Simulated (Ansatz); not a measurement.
# A series of single points on Cu

System: Cu (Cmcm, 2 atoms in the cell).
Method: Kohn-Sham DFT of a periodic cell, PBE0, Ansatz PAW, no spin polarisation (Ansatz 0.2.0).

The 5 runs differ only in the geometry, by an even scaling of the cell at fixed fractional positions. The structure derives from a Materials Project entry.

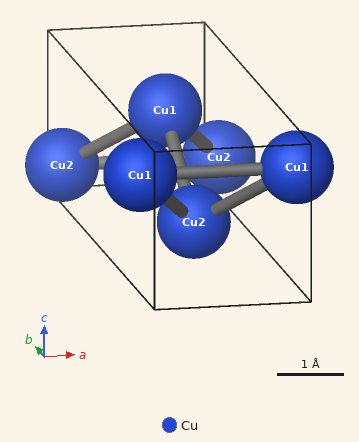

Figure 1. The structure of run 3 (ball-and-stick view of the cell 2 times as large as that of the calculation, set on its symmetry axes, seen slightly off an axis; atoms are numbered from 1 in the order of the input). An atom can appear more than once, as a periodic image.

### Input of run 3
```yaml
crystal:
  lattice:
    - [1.21846369, -3.9763780104, 0.0]
    - [1.21846369, 3.9763780104, 0.0]
    - [0.0, 0.0, 2.4754955235]
  atoms:
    - { symbol: Cu, position: [0.86613335, 0.13386665, 0.75] }
    - { symbol: Cu, position: [0.13386665, 0.86613335, 0.25] }
hamiltonian:
  xc: pbe0
  pseudopotentials: { kind: paw }
kpoints:
  mp_grid: { grid: [6, 6, 6] }
scf:
  occupations: { method: fermi_dirac, width: 0.05 }
output:
  forces: true
  stress: true
  eigenvalues: true
```

Run 4 differs from it as follows:
```diff
-    - [1.21846369, -3.9763780104, 0.0]
-    - [1.21846369, 3.9763780104, 0.0]
-    - [0.0, 0.0, 2.4754955235]
+    - [1.2344979457, -4.0287047744, 0.0]
+    - [1.2344979457, 4.0287047744, 0.0]
+    - [0.0, 0.0, 2.5080715687]
```

### Results, with one run withheld

```tsv
run	volume per atom (Å³)	free energy per atom, from the lowest run given (meV)	pressure (GPa)
1	11.274	58.50	16.55
2	11.514	36.74	12.59
3	11.994	9.40	5.90
4	12.474	?	?
5	12.714	0.00	−1.50
```

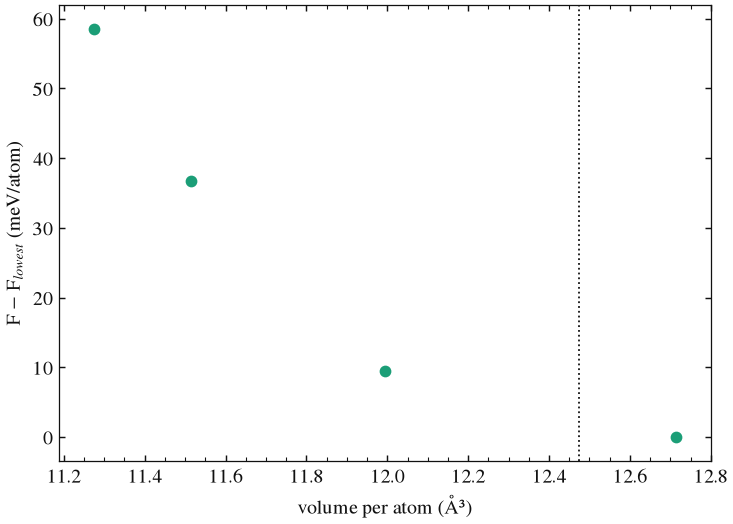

Figure 2. Free energy per atom of the runs given; the dotted line marks run 4.

Estimate the energy of run 4 from the others.

A quadratic polynomial in V^(−2/3) (the Birch–Murnaghan form), fitted to the 4 runs given, misses them by at most 0.14 meV per atom. With x = V^(−2/3) − 0.19236 Å⁻², it reads F = 15.431 + 4524.2 x + 3.1527e+05 x² (meV per atom). At run 4 it gives −0.63 meV per atom, and the run itself gives −0.57. The slope of the fit gives a pressure −dF/dV of 0.74 GPa there, and the run prints 0.74 GPa. The fit has its minimum at 12.548 Å³ per atom, where V d²F/dV² gives 123 GPa. Cell shape and fractional positions are held, so this is the stiffness under even scaling; the relaxed bulk modulus wasn't computed.

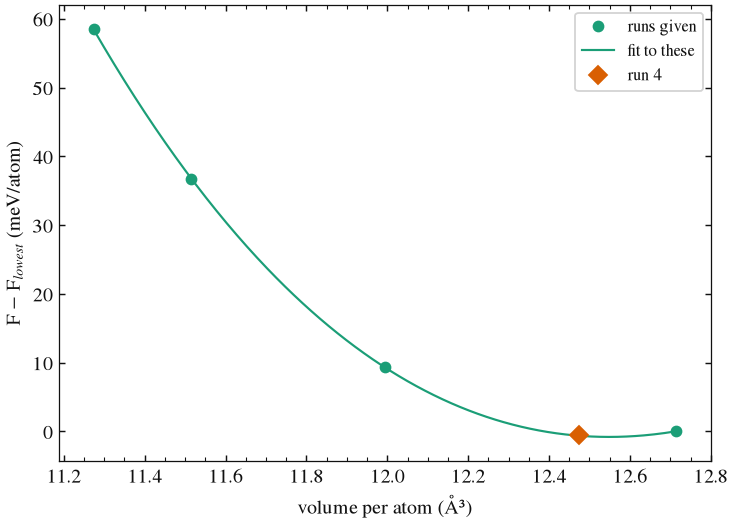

Figure 3. The fit and the withheld run.

### Output, shortened to warnings, some set-up lines, iterations and results (run 4)
```
Warning: output.stress: scf.convergence.dr2_threshold = 1e-7 eV (the SCF's general default) is looser than the 2e-10 eV advised for a printed stress (1e-10 eV for each atom of the cell: 2). What an SCF threshold leaves in a stress goes as its square root, and in the free energy as the threshold itself, and one threshold admits the most on a small cell: of the crystals measured, under no hybrid …
Warning: output.stress: scf.exx.energy_threshold = 1e-6 eV is looser than the 2e-8 eV advised for a stress under a hybrid functional (1e-8 eV for each atom of the cell: 2). Every SCF of the exchange loop can meet its threshold on dr2 while the loop round them stops early: no threshold on dr2 bounds what that leaves in the stress. Set scf.exx.energy_threshold to 2e-8 eV or tighter. The threshold …
Basis set: ecut = 420 eV, 469 PW (Γ), exchange–correlation on 60×60×36 points (8 copies of the dense FFT grid, shifted against one another)
Symmetry: 8 space group operations
k-points: 52 of 216
Initial density: superposition of atomic densities (neutral atoms: chi_scale 0, normalization atom), corrected by the library's trained network
[...]
SCF iter   1: F=—  HF=-13250.044167 eV  |F-HF|=—  |Δ(HF+E_count)|=         —  Δρ=4.27e-3  dr2=2.41e-3  ethr=1.77e-3  ⟨swp⟩=7.6  Hψ=5144  notcnv=0
SCF iter   2: F=—  HF=-13250.043834 eV  |F-HF|=—  |Δ(HF+E_count)|=   3.34e-4  Δρ=1.35e-3  dr2=2.70e-4  ethr=6.34e-6  ⟨swp⟩=4.2  Hψ=2978  notcnv=0  defer=12
SCF iter   3: F=—  HF=-13250.043823 eV  |F-HF|=—  |Δ(HF+E_count)|=   1.03e-5  Δρ=4.70e-4  dr2=3.26e-5  ethr=7.10e-7  ⟨swp⟩=3.0  Hψ=2493  notcnv=0  defer=1
SCF iter   4: F=—  HF=-13250.043828 eV  |F-HF|=—  |Δ(HF+E_count)|=   4.13e-6  Δρ=1.14e-4  dr2=4.52e-6  ethr=8.59e-8  ⟨swp⟩=3.0  Hψ=2674  notcnv=0
SCF iter   5: F=—  HF=-13250.043827 eV  |F-HF|=—  |Δ(HF+E_count)|=   2.26e-7  Δρ=3.80e-5  dr2=1.13e-7  ethr=2.96e-10  ⟨swp⟩=4.0  Hψ=5646  notcnv=0
[... 30 lines ...]
SCF 4 converged in 12 iterations: F = -13248.216247 eV  dr2 = 6.12e-12
SCF iter   1: F=—  HF=-13248.216247 eV  |F-HF|=—  |Δ(HF+E_count)|=         —  Δρ=4.96e-6  dr2=3.90e-9  ethr=1.75e-10  ⟨swp⟩=4.5  Hψ=2682  notcnv=0
SCF iter   2: F=—  HF=-13248.216247 eV  |F-HF|=—  |Δ(HF+E_count)|=  2.36e-10  Δρ=2.96e-6  dr2=1.13e-9  ethr=9.79e-12  ⟨swp⟩=4.1  Hψ=3136  notcnv=0
SCF iter   3: F=-13248.216247 eV  HF=-13248.216247 eV  |F-HF|=2.91e-11  |Δ(HF+E_count)|=  3.09e-10  Δρ=3.27e-7  dr2=1.42e-11  ethr=2.67e-12  ⟨swp⟩=3.1  Hψ=2768  notcnv=0
SCF 5 converged in 3 iterations: F = -13248.216247 eV  dr2 = 1.42e-11
  Residual-converged pass: ⟨swp⟩=3.0  Hψ=2497  notcnv=0  max |occ|·‖R‖ = 2.7e-7 eV (tolerance 2.7e-7 eV)  dr2=1.45e-11  dr2_onsite=7.46e-11  max |Δocc| = 8.4e-15
hybrid outer 4: dexx = +2.521e-10 eV, tail = 1.85e-10 eV, Δε = 9.73e-5 eV (about 2.31e-5 eV left of the loop's levels), ΔF = 8.86e-5 eV/Å (tail 5.10e-5)
hybrid SCF converged: 4 outer / 28 inner (+7 warm-up), last move |dexx| = 2.52e-10 eV, tail = 1.85e-10 eV
Stability not checked: this state was not tested for a lower state beside it, because the functional holds exact exchange (a hybrid, or Hartree-Fock), whose exchange loop this test does not read (fock_operator; see scf.lower_state_search)
Free energy (F): -13248.216247 eV
Frozen-core exchange: fock
Harris-Foulkes:  -13248.216247 eV  (|F-HF|=2.91e-11)
Internal energy: -13248.214772 eV  (E = F + TS)
E sigma→0 (E₀):  -13248.215510 eV
Entropy (-TS):   -0.001474 eV (-0.737 meV/atom)
Fermi energy:    15.416286 eV
--- Per-component energies (eV) ---
  E_band       = -889.142714
  E_kinetic    = 601.956160
  E_local      = -8457.455401  (includes V_loc(G=0)·N_el)
  E_nonlocal   = 804.473769
  E_hartree    = 3746.185535
  E_xc         = -136.704401
  E_vxc        = -176.211696  (∫ρ·V_xc dr)
  E_exx        = -233.624781  (= α·E_x^exact, valence–valence)
  E_paw        = -3151.945758  (= ΣΔE_a)
  E_vpaw       = -687.027391  (= ΣTr[D̂ρ^β])
  E_aug_tail   = 0.000528  (compensation charges beyond the density's cutoff)
  E_ewald      = -6420.630360
  E_core_change = -0.470063  (= ΣΔE_core)
  E_smearing   = -0.001474  (= −TS)
  E_closure    = 0.000000  (closes the sum)
  Σ components = -13248.216247   (vs F -13248.216247, Δ=0.00e0)
--- Forces (eV/Å), atoms counted from 1 ---
  atom   1  Cu     0.00000000    -0.00957713     0.00000000
  atom   2  Cu     0.00000000     0.00957713    -0.00000000
  max |Σ_I F_I| component: 0.00e0 eV/Å
--- Stress (GPa, compression-positive) ---
       -2.216185      -0.000000       0.000000
       -0.000000       2.676078       0.000000
        0.000000       0.000000       1.764444
  P = ⅓ Tr σ = 0.7414 GPa (7.414 kbar)
```

Warnings of the run: the exchange loop's threshold is looser than advised for the stress; the SCF threshold is looser than advised for the printed stress.
